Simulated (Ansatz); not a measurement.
**BN: 8 runs along one coordinate**

System: BN (4 atoms in the cell).
Method: DFT LDA, scalar-relativistic, plane waves, PAW, no spin polarisation (Ansatz 0.2.0).

The 8 runs differ only in the geometry, by a strain of the cell at fixed fractional positions. Against run 5, the strain is εxy = η. The structure derives from a Materials Project entry.

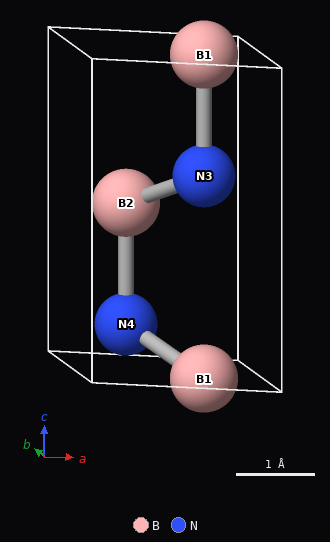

Figure 1. The structure of run 5 (ball-and-stick view of the cell of the calculation, seen slightly off an axis; atoms are numbered from 1 in the order of the input).

### Input of run 5
```yaml
crystal:
  lattice:
    - [2.5539396017, 0.0095772735, 0.0]
    - [-1.2686756387, 2.206987938, 0.0]
    - [0.0, 0.0, 4.226855]
  atoms:
    - { symbol: B, position: [0.6666666667, 0.3333333333, 0.999724] }
    - { symbol: B, position: [0.3333333333, 0.6666666667, 0.499724] }
    - { symbol: "N", position: [0.6666666667, 0.3333333333, 0.625276] }
    - { symbol: "N", position: [0.3333333333, 0.6666666667, 0.125276] }
basis:
  ecutwfc: 420
kpoints:
  mp_grid: { grid: [12, 12, 6] }
hamiltonian:
  xc: lda
scf:
  occupations: { method: gaussian, width: 0.05 }
output:
  forces: true
  stress: true
  eigenvalues: true
```

Command:
```bash
ansatz run input.yaml --threads 1 --pin off --max-ram 1228MiB --backend cpu --events-out ev --progress --plain --runs-dir out
```

Lattice vectors (Å) and fractional positions of run 5:
```
   2.553940    0.009577    0.000000
  -1.268676    2.206988    0.000000
   0.000000    0.000000    4.226855
B   0.666667  0.333333  0.999724
B   0.333333  0.666667  0.499724
N   0.666667  0.333333  0.625276
N   0.333333  0.666667  0.125276
```

Run 3 differs from it as follows:
```diff
-    - [2.5539396017, 0.0095772735, 0.0]
-    - [-1.2686756387, 2.206987938, 0.0]
+    - [2.5539396017, 0.0031924245, 0.0]
+    - [-1.2742050802, 2.2101803625, 0.0]
```

### Results, with one run withheld

```csv
run,strain parameter η (%),"free energy per atom, from the lowest run given (meV)",pressure (GPa),gap on the mesh (eV)
1,−1.3750,2.76,−13.62,4.93
2,−0.8750,0.55,−13.72,4.96
3,−0.2500,?,?,?
4,−0.1250,0.00,−13.74,4.97
5,0.0000,0.23,−13.73,4.97
6,0.2500,0.96,−13.70,4.95
7,0.3750,1.46,−13.67,4.94
8,0.5000,2.05,−13.65,4.94
```

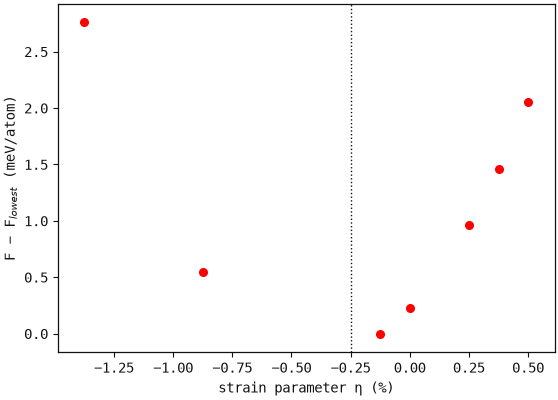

Figure 2. Free energy per atom of the runs given; the dotted line marks run 3.

Fit the runs given and predict run 3.

A cubic polynomial in the coordinate, fitted to the 7 runs given, misses them by under 0.01 meV per atom. With x = η + 0.1786, it reads F = −0.069081 + 1.1522 x + 2.9175 x² − 0.018505 x³ (meV per atom). At run 3 it gives −0.14 meV per atom, and the run itself gives −0.14. The fit has its minimum at η = −0.3757 %. The gap on the mesh lies between 4.93 eV (run 1) and 4.98 eV (run 3); run 3 has 4.98 eV. These are gaps of this functional on this mesh, which can miss the band edges; they aren't the measured gap.

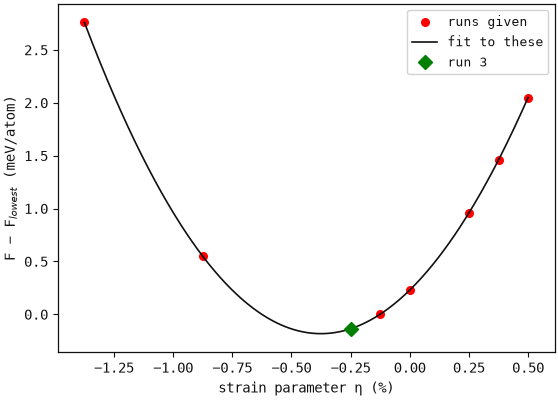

Figure 3. The fit and the withheld run.

### Output, shortened to warnings, some set-up lines, iterations and results (run 3)
```
Basis set: ecut = 420 eV, 465 PW (Γ)
Symmetry: 2 space group operations
k-points: 296 of 864 (time reversal used)
Initial density: superposition of atomic densities (neutral atoms: chi_scale 0, normalization atom), corrected by the library's trained network
[...]
SCF iter   1: F=—  HF=-1052.833180 eV  |F-HF|=—  |Δ(HF+E_count)|=         —  Δρ=9.68e-3  dr2=1.78e-2  ethr=1.77e-3  ⟨swp⟩=5.0  Hψ=18430  notcnv=0
SCF iter   2: F=—  HF=-1052.828109 eV  |F-HF|=—  |Δ(HF+E_count)|=   5.07e-3  Δρ=3.90e-3  dr2=1.56e-3  ethr=1.11e-4  ⟨swp⟩=2.9  Hψ=9026  notcnv=0
SCF iter   3: F=—  HF=-1052.827633 eV  |F-HF|=—  |Δ(HF+E_count)|=   4.76e-4  Δρ=1.55e-3  dr2=1.89e-4  ethr=9.74e-6  ⟨swp⟩=2.2  Hψ=5688  notcnv=0
SCF iter   4: F=—  HF=-1052.827582 eV  |F-HF|=—  |Δ(HF+E_count)|=   5.15e-5  Δρ=1.79e-4  dr2=2.30e-6  ethr=1.18e-6  ⟨swp⟩=1.0  Hψ=3552  notcnv=0
SCF iter   5: F=—  HF=-1052.827582 eV  |F-HF|=—  |Δ(HF+E_count)|=   3.82e-8  Δρ=1.49e-5  dr2=1.85e-8  ethr=1.44e-8  ⟨swp⟩=2.2  Hψ=5872  notcnv=0
SCF iter   6: F=-1052.827582 eV  HF=-1052.827582 eV  |F-HF|=1.24e-10  |Δ(HF+E_count)|=  1.81e-10  Δρ=1.96e-6  dr2=2.83e-10  ethr=1.16e-10  ⟨swp⟩=1.4  Hψ=11556  notcnv=0
SCF 1 converged in 6 iterations: F = -1052.827582 eV  dr2 = 2.83e-10
SCF converged after 6 iterations
Free energy (F): -1052.827582 eV
Harris-Foulkes:  -1052.827582 eV  (|F-HF|=1.24e-10)
Internal energy: -1052.827582 eV  (E = F + TS)
E sigma→0 (E₀):  -1052.827582 eV
Fermi energy:    13.409451 eV
--- Per-component energies (eV) ---
  E_band       = 47.754871
  E_kinetic    = 369.187341
  E_local      = -357.021870  (includes V_loc(G=0)·N_el)
  E_nonlocal   = 116.862411
  E_hartree    = 98.621517
  E_xc         = -184.854603
  E_vxc        = -230.752701  (∫ρ·V_xc dr)
  E_paw        = -382.542907  (= ΣΔE_a)
  E_vpaw       = -47.763435  (= ΣTr[D̂ρ^β])
  E_aug_tail   = 0.000194  (compensation charges beyond the density's cutoff)
  E_ewald      = -713.331421
  E_core_change = 0.251757  (= ΣΔE_core)
  E_smearing   = -0.000000  (= −TS)
  E_closure    = 0.000000  (closes the sum)
  Σ components = -1052.827582   (vs F -1052.827582, Δ=0.00e0)
--- Forces (eV/Å), atoms counted from 1 ---
  atom   1  B      0.00395195    -0.00011376     0.02287866
  atom   2  B     -0.00395195     0.00011376     0.02287866
  atom   3  N      0.00936207    -0.00010333    -0.02287399
  atom   4  N     -0.00936207     0.00010333    -0.02287399
  max |Σ_I F_I| component: 9.33e-6 eV/Å
--- Stress (GPa, compression-positive) ---
      -13.612594      -1.005453      -0.000000
       -1.005453     -13.610678      -0.000000
       -0.000000      -0.000000     -14.017643
  P = ⅓ Tr σ = -13.7470 GPa (-137.470 kbar)
```
